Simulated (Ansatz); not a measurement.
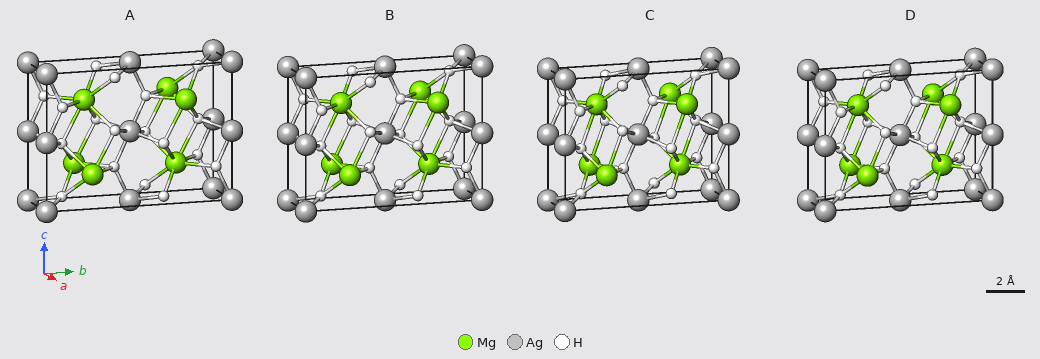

4 geometries from one relaxation of crystalline MgAgH₃ (built on the NaFeF3-63 type type), in shuffled order. Style: ball-and-stick. Shown: the conventional cell (2 times the calculation's cell), slightly off an axis. Lengths and directions refer to the drawn axes.

The calculation used DFT, PBEsol, plane waves, PAW (Ansatz 0.2.0). Settings: plane-wave cutoff 420 eV; k-point mesh 8 × 8 × 4; occupations fermi dirac; smearing width 0.03 eV; no spin polarisation; cell and atoms relaxed; force threshold 0.01 eV/Å; at most 120 steps.

Q: Order the frames from highest to lowest energy.

A: A, B, D, C. They are steps 0, 1, 2, 10, at +153 meV per atom, +55.2 meV per atom, +5.8 meV per atom relative to the last. The energy falls by 153 meV per atom in 8 accepted moves (10 points after the start). The largest force component goes from 0.29 to 0.00022 eV/Å. Pressure: −11.40 GPa at the start and 0.00 GPa at the end. At 2 points the geometry stayed and the basis and grid were re-selected for the new cell (energy shift of 1.1 meV per atom at most each time). The largest moves relative to the cell, 0.22 Å, are those of H atoms. By element the largest moves are H 0.22 Å, Mg 0.06 Å. Ag stays in place. The drawn cell changes as follows: a 3.184 → 2.913 Å (−8.5 %), b 10.385 → 9.167 Å (−11.7 %), c 7.489 → 7.154 Å (−4.5 %); the volume changes by −22.9 %. Some distances before and after: H–Mg 2.464 → 2.136 Å, H–Mg 2.346 → 2.032 Å, H–Mg 2.623 → 2.510 Å, Ag–H 2.074 → 1.973 Å. Among the angles between lasting bonds that change: Ag–H–Ag 96.0° → 89.1°, H–Ag–H 84.0° → 90.9°, H–Ag–H 96.0° → 89.1°. The space group stays Cmcm (No. 63). Cost: 43 s on 4 threads of Arm Neoverse V1, with other jobs on the host, peak memory 0.64 GiB.
